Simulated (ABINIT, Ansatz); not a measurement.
# A GW run on TePb (Fm-3m) in ABINIT, with inputs changed

Aim: change inputs of a GW run on TePb (Fm-3m) and see what moves.

Method: LDA and many-body steps on it, plane waves, in ABINIT 10.8.3.

## Step 1: Starting point

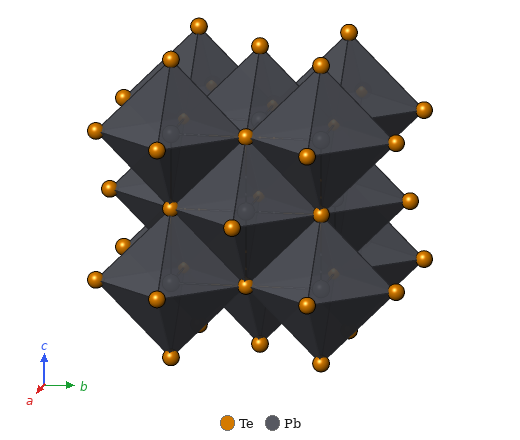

Start, viewed slightly off an axis; tellurium orange, lead dark grey. This picture shows the conventional cell, with its axes. Some periodic images of atoms are drawn too.

The cell and positions come from the Crystallography Open Database and are kept as given unless a step says otherwise. Spin-orbit coupling is left out unless a step names it.

## Step 2: Screening, 4×4×4 mesh, 59 bands, screening to 114.3 eV

This step: ABINIT 10.8.3; RPA screening on LDA, plane waves, norm-conserving pseudopotentials.

The RPA dielectric matrix is built and inverted for each q.

Input file run.abi:

```
acell 3*1.0 Angstrom
rprim 
  -0.000000000000 3.231000000000 3.231000000000
  3.231000000000 0.000000000000 3.231000000000
  3.231000000000 3.231000000000 0.000000000000
ntypat 2
znucl 52 82
natom 2
typat 1 2
xred 
  0.500000000000 0.500000000000 0.500000000000
  0.000000000000 -0.000000000000 -0.000000000000
pp_dirpath "pseudos"
pseudos "Te.upf, Pb.upf"
ecut 34
ngkpt 4 4 4
nshiftk 1
shiftk 0 0 0
kptopt 1
chksymbreak 0
istwfk *1
occopt 1
irdwfk 1
optdriver 3
nband 59
ecuteps 4.2
inclvkb 2
awtr 1
symchi 1
indata_prefix "in"
outdata_prefix "out"
tmpdata_prefix "tmp"
```

Command:

```console
$ OMP_NUM_THREADS=1 mpirun -n 4 abinit run.abi > log
```

What it wrote:

```text
.Version 10.8.3 of ABINIT. v10.8.2 released Aug 2026.

 Symmetries : space group Fm -3 m (#225); Bravais cF (face-center cubic)
[... echo of the input left out ...]
== DATASET  1 ==================================================================
-   mpi_nproc: 4, omp_nthreads: 1 (-1 if OMP is not activated)

--- !DatasetInfo
iteration_state: {dtset: 1, }
dimensions: {natom: 2, nkpt: 8, mband: 59, nsppol: 1, nspinor: 1, nspden: 1, mpw: 4338, }
cutoff_energies: {ecut:  34.0, pawecutdg:  -1.0, }
electrons: {nelect:   3.00000000E+01, charge:   0.00000000E+00, occopt:   1.00000000E+00, tsmear:   1.00000000E-02, }

 SCREENING: Calculation of the susceptibility and dielectric matrices

 Based on a program developped by R.W. Godby, V. Olevano, G. Onida, and L. Reining.
 Incorporated in ABINIT by V. Olevano, G.-M. Rignanese, and M. Torrent.
.Using double precision arithmetic ; gwpc =  8

[... cell and pseudopotentials left out ...]
--------------------------------------------------------------------------------

 ==== K-mesh for the wavefunctions ====
 Number of points in the irreducible wedge :     8
[... list of points left out ...]
 Together with 48 symmetry operations and time-reversal symmetry
 yields    64 points in the full Brillouin Zone.

 ==== Q-mesh for the screening function ====
 Number of points in the irreducible wedge :     8
[... list of points left out ...]
 Together with 48 symmetry operations and time-reversal symmetry
 yields    64 points in the full Brillouin Zone.

 setmesh: FFT mesh size selected  =    30x   30x   30
          total number of points  =        27000

 vcoul_init : cutoff-mode = AUXILIARY_FUNCTION
 q-points for optical limit:   1
     1)      0.000010    0.000020    0.000030

- screening: taking advantage of time-reversal symmetry
- Maximum band index for partially occupied states nbvw = 15
- Remaining bands to be divided among processors   nbcw = 44
- Number of bands treated by each node ~11

 Number of electrons calculated from density =   30.0000; Expected =   30.0000
 average of density, n =  0.065900
 r_s =    1.5358
 omega_plasma =   24.7627 [eV]

 calculating chi0 at frequencies [eV] :
  1    0.000000E+00    0.000000E+00
  2    0.000000E+00    2.476267E+01

--------------------------------------------------------------------------------
  q-point number  1        q = ( 0.000000, 0.000000, 0.000000) [r.l.u.]
--------------------------------------------------------------------------------
[... chi0 elements left out ...]
 For q-point:  0.000010 0.000020 0.000030
  dielectric constant =  43.6835
  dielectric constant without local fields =  47.1419

  Average fulfillment of the sum rule on Im[epsilon] for q-point    1 :     51.61  [%]
[... wings left out ...]
  q-point number  2        q = ( 0.250000, 0.000000, 0.000000) [r.l.u.]
--------------------------------------------------------------------------------
[... chi0 elements left out ...]
  Average fulfillment of the sum rule on Im[epsilon] for q-point    2 :     73.84  [%]

 [... 6 further q-points ...]
```

Run time: 18 s. Hardware: 4 MPI ranks of Arm Neoverse V1, shared host; peak memory 0.77 GiB.

This step gave:

```
ε∞ with local fields, on this mesh, along the program's q direction : 43.68
the same without local fields                                       : 47.14
plasma frequency                                                    : 24.76 eV
plane waves in the screening matrix                                 : 169
```

Local fields lower ε∞ by 7 %.

## Step 3: Base

The self-energy is evaluated for the states that the input lists, and the levels follow from it, in one-shot runs by the linearised quasiparticle equation.

This step: G0W0 on LDA, plane waves, norm-conserving pseudopotentials.

Changes to run.abi since step 2:

```diff
@@ -23,8 +23,17 @@
 irdwfk 1
-optdriver 3
+optdriver 4
 nband 59
+gwcalctyp 0
+ecutsigx 34
+symsigma 1
+nkptgw 2
+kptgw 
+  0.5000000000 0.0000000000 0.0000000000
+  0.0000000000 0.0000000000 0.0000000000
+bdgw 
+  13 18
+  13 18
 ecuteps 4.2
-inclvkb 2
-awtr 1
-symchi 1
+irdscr 1
+ppmodel 1
 indata_prefix "in"
```

What it wrote:

```text
.Version 10.8.3 of ABINIT. v10.8.2 released Aug 2026.

 Symmetries : space group Fm -3 m (#225); Bravais cF (face-center cubic)
[... echo of the input left out ...]
== DATASET  1 ==================================================================
-   mpi_nproc: 4, omp_nthreads: 1 (-1 if OMP is not activated)

--- !DatasetInfo
iteration_state: {dtset: 1, }
dimensions: {natom: 2, nkpt: 8, mband: 59, nsppol: 1, nspinor: 1, nspden: 1, mpw: 4338, }
cutoff_energies: {ecut:  34.0, pawecutdg:  -1.0, }
electrons: {nelect:   3.00000000E+01, charge:   0.00000000E+00, occopt:   1.00000000E+00, tsmear:   1.00000000E-02, }

 SIGMA: Calculation of the GW corrections

 Based on a program developped by R.W. Godby, V. Olevano, G. Onida, and L. Reining.
 Incorporated in ABINIT by V. Olevano, G.-M. Rignanese, and M. Torrent.
.Using double precision arithmetic ; gwpc =  8

[... cell and pseudopotentials left out ...]
--------------------------------------------------------------------------------

 ==== K-mesh for the wavefunctions ====
 Number of points in the irreducible wedge :     8
[... list of points left out ...]
 Together with 48 symmetry operations and time-reversal symmetry
 yields    64 points in the full Brillouin Zone.

 ==== Q-mesh for screening function ====
 Number of points in the irreducible wedge :     8
[... list of points left out ...]
 Together with 48 symmetry operations and time-reversal symmetry
 yields    64 points in the full Brillouin Zone.

 vcoul_init : cutoff-mode = AUXILIARY_FUNCTION
 q-points for optical limit:   1
     1)      0.000010    0.000020    0.000030
 setmesh: FFT mesh size selected  =    45x   45x   45
          total number of points  =        91125

 Number of electrons calculated from density =   30.0000; Expected =   30.0000
 average of density, n =  0.065900
 r_s =    1.5358
 omega_plasma =   24.7627 [eV]

 === KS Band Gaps ===
  >>>> For spin  1
   Minimum direct gap =   0.6554 [eV], located at k-point      :   0.5000  0.0000  0.0000
   Fundamental gap    =   0.6554 [eV], Top of valence bands at :   0.5000  0.0000  0.0000
                                       Bottom of conduction at :   0.5000  0.0000  0.0000
 SIGMA fundamental parameters:
 PLASMON POLE MODEL  1
 number of plane-waves for SigmaX                 4285
 number of plane-waves for SigmaC and W            169
 number of plane-waves for wavefunctions          4285
 number of bands                                    59
 number of independent spin polarizations            1
 number of spinorial components                      1
 number of k-points in IBZ                           8
 number of q-points in IBZ                           8
 number of symmetry operations                      48
 number of k-points in BZ                           64
 number of q-points in BZ                           64
 number of frequencies for dSigma/dE                 9
 frequency step for dSigma/dE [eV]                0.25
 number of omega for Sigma on real axis              0
 max omega for Sigma on real axis  [eV]           0.00
 zcut for avoiding poles [eV]                     0.10

 EPSILON^-1 parameters (SCR file):
 dimension of the eps^-1 matrix on file            169
 dimension of the eps^-1 matrix used               169
 number of plane-waves for wavefunctions          4285
 number of bands                                    59
 number of q-points in IBZ                           8
 number of frequencies                               2
 number of real frequencies                          1
 number of imag frequencies                          1

 matrix elements of self-energy operator (all in [eV])

 Perturbative Calculation

--- !SelfEnergy_ee
iteration_state: {dtset: 1, }
kpoint     : [   0.500,    0.000,    0.000, ]
spin       : 1
KS_gap     :    0.655
QP_gap     :    0.998
Delta_QP_KS:    0.343
data: !SigmaeeData |
     Band     E0 <VxcDFT>   SigX SigC(E0)      Z dSigC/dE  Sig(E)    E-E0       E
       13   3.040 -12.065 -14.364   1.935   0.783  -0.278 -12.350  -0.285   2.755
       14   3.040 -12.065 -14.364   1.935   0.783  -0.278 -12.350  -0.285   2.755
       15   3.875 -12.386 -13.768   1.145   0.792  -0.263 -12.573  -0.188   3.688
       16   4.531 -10.163  -7.236  -2.733   0.801  -0.249 -10.008   0.155   4.686
       17   5.112 -10.388  -7.611  -2.615   0.798  -0.252 -10.259   0.129   5.241
       18   5.112 -10.388  -7.611  -2.615   0.798  -0.252 -10.259   0.129   5.241

--- !SelfEnergy_ee
iteration_state: {dtset: 1, }
kpoint     : [   0.000,    0.000,    0.000, ]
spin       : 1
KS_gap     :    5.340
QP_gap     :    5.832
Delta_QP_KS:    0.492
data: !SigmaeeData |
     Band     E0 <VxcDFT>   SigX SigC(E0)      Z dSigC/dE  Sig(E)    E-E0       E
[...]
16   7.910 -11.177  -7.424  -3.615   0.782  -0.279 -11.069   0.108   8.018
       17   7.910 -11.177  -7.424  -3.615   0.782  -0.279 -11.069   0.108   8.018
       18   7.910 -11.177  -7.424  -3.615   0.782  -0.279 -11.069   0.108   8.018

== END DATASET(S) ==============================================================
================================================================================

 -outvars: echo values of variables after computation  --------
           etotal      0.0000000000E+00
            nband          59
             nkpt           8
          spgroup         225
 [... the other variables as echoed above ...]

 Calculation completed.
```

Run time: 6.9 s. Hardware: 4 MPI ranks; peak memory 0.75 GiB.

Numbers from this step:

```yaml
g0w0_gap_on_the_points_computed: 0.9980 eV
starting_gap_on_the_mesh: 0.6554 eV
k_of_the_valence_top: 0.5, 0, 0
k_of_the_conduction_bottom: 0.5, 0, 0
z_at_the_valence_top: 0.792
z_at_the_conduction_bottom: 0.801
least_direct_g0w0_gap_on_the_computed_points: 0.9980 eV
```

The gap on the mesh goes from 0.66 eV to 1.00 eV, a correction of +0.34 eV.

## Step 4: No symmetry in the self-energy

Changes to run.abi since step 3:

```diff
@@ -27,3 +27,3 @@
 ecutsigx 34
-symsigma 1
+symsigma 0
 nkptgw 2
```

What it wrote:

```text
.Version 10.8.3 of ABINIT. v10.8.2 released Aug 2026.

 Symmetries : space group Fm -3 m (#225); Bravais cF (face-center cubic)
[... echo of the input left out ...]
== DATASET  1 ==================================================================
-   mpi_nproc: 4, omp_nthreads: 1 (-1 if OMP is not activated)

--- !DatasetInfo
iteration_state: {dtset: 1, }
dimensions: {natom: 2, nkpt: 8, mband: 59, nsppol: 1, nspinor: 1, nspden: 1, mpw: 4338, }
cutoff_energies: {ecut:  34.0, pawecutdg:  -1.0, }
electrons: {nelect:   3.00000000E+01, charge:   0.00000000E+00, occopt:   1.00000000E+00, tsmear:   1.00000000E-02, }

 SIGMA: Calculation of the GW corrections

 Based on a program developped by R.W. Godby, V. Olevano, G. Onida, and L. Reining.
 Incorporated in ABINIT by V. Olevano, G.-M. Rignanese, and M. Torrent.
.Using double precision arithmetic ; gwpc =  8

[... cell and pseudopotentials left out ...]
--------------------------------------------------------------------------------

 ==== K-mesh for the wavefunctions ====
 Number of points in the irreducible wedge :     8
[... list of points left out ...]
 Together with 48 symmetry operations and time-reversal symmetry
 yields    64 points in the full Brillouin Zone.

 ==== Q-mesh for screening function ====
 Number of points in the irreducible wedge :     8
[... list of points left out ...]
 Together with 48 symmetry operations and time-reversal symmetry
 yields    64 points in the full Brillouin Zone.

 vcoul_init : cutoff-mode = AUXILIARY_FUNCTION
 q-points for optical limit:   1
     1)      0.000010    0.000020    0.000030
 setmesh: FFT mesh size selected  =    45x   45x   45
          total number of points  =        91125

 Number of electrons calculated from density =   30.0000; Expected =   30.0000
[...]
number of omega for Sigma on real axis              0
 max omega for Sigma on real axis  [eV]           0.00
 zcut for avoiding poles [eV]                     0.10

 EPSILON^-1 parameters (SCR file):
 dimension of the eps^-1 matrix on file            169
 dimension of the eps^-1 matrix used               169
 number of plane-waves for wavefunctions          4285
 number of bands                                    59
 number of q-points in IBZ                           8
 number of frequencies                               2
 number of real frequencies                          1
 number of imag frequencies                          1

 matrix elements of self-energy operator (all in [eV])

 Perturbative Calculation

--- !SelfEnergy_ee
iteration_state: {dtset: 1, }
kpoint     : [   0.500,    0.000,    0.000, ]
spin       : 1
KS_gap     :    0.655
QP_gap     :    0.998
Delta_QP_KS:    0.343
data: !SigmaeeData |
     Band     E0 <VxcDFT>   SigX SigC(E0)      Z dSigC/dE  Sig(E)    E-E0       E
       13   3.040 -12.065 -14.364   1.935   0.783  -0.278 -12.350  -0.285   2.755
       14   3.040 -12.065 -14.364   1.935   0.783  -0.278 -12.350  -0.285   2.755
       15   3.875 -12.386 -13.768   1.145   0.792  -0.263 -12.573  -0.188   3.688
[...]
--- !SelfEnergy_ee
iteration_state: {dtset: 1, }
kpoint     : [   0.000,    0.000,    0.000, ]
spin       : 1
KS_gap     :    5.340
QP_gap     :    5.832
Delta_QP_KS:    0.492
data: !SigmaeeData |
     Band     E0 <VxcDFT>   SigX SigC(E0)      Z dSigC/dE  Sig(E)    E-E0       E
[...]
17   7.910 -11.177  -7.424  -3.615   0.782  -0.279 -11.069   0.108   8.018
       18   7.910 -11.177  -7.424  -3.615   0.782  -0.279 -11.069   0.108   8.018

== END DATASET(S) ==============================================================
================================================================================

 -outvars: echo values of variables after computation  --------
           etotal      0.0000000000E+00
            nband          59
             nkpt           8
          spgroup         225
 [... the other variables as echoed above ...]

 Calculation completed.
```

It took 26 s on 4 MPI ranks; peak memory 0.91 GiB.

Numbers from this step:

* G0W0 gap on the points computed: 0.9980 eV
* starting gap on the mesh: 0.6554 eV
* k of the valence top: 0.5, 0, 0
* k of the conduction bottom: 0.5, 0, 0
* Z at the valence top: 0.792
* Z at the conduction bottom: 0.801
* least direct G0W0 gap on the computed points: 0.9980 eV

Against G0W0 in ABINIT (4×4×4 mesh, 59 bands, screening to 114.3 eV, Godby-Needs plasmon pole), the gap moves by +0.000 eV.

(Continued in part 2 of 2.)

[Paths, hosts, dates, memory and timing lines, banners, echoed tables and standing remarks are left out of the program output.]

[Logs are printed without paths, hosts, clocks, repeated set-up lines and the standing remarks that a program may print on its own settings, such as how far it seeks lower states.]

[Runs of the session that timed out or met a known fault of the program may be left out.]

[No measured gap is set beside runs whose start may be inverted or whose files or cutoffs have a known fault.]

[Hosts, paths, dates, database ids (printed as entryN), source tags and the programs' standing remarks are cut or masked in the printed files.]

[G0W0 gaps are taken among the corrected bands and points alone; a level outside them can change the order at an edge.]

[Where Ansatz stands beside ABINIT at settings called matched, ABINIT's density can come from a denser mesh and the files from another edition; pairs whose starting gaps differed by over 0.03 eV were left out, so agreement reads better than it is.]
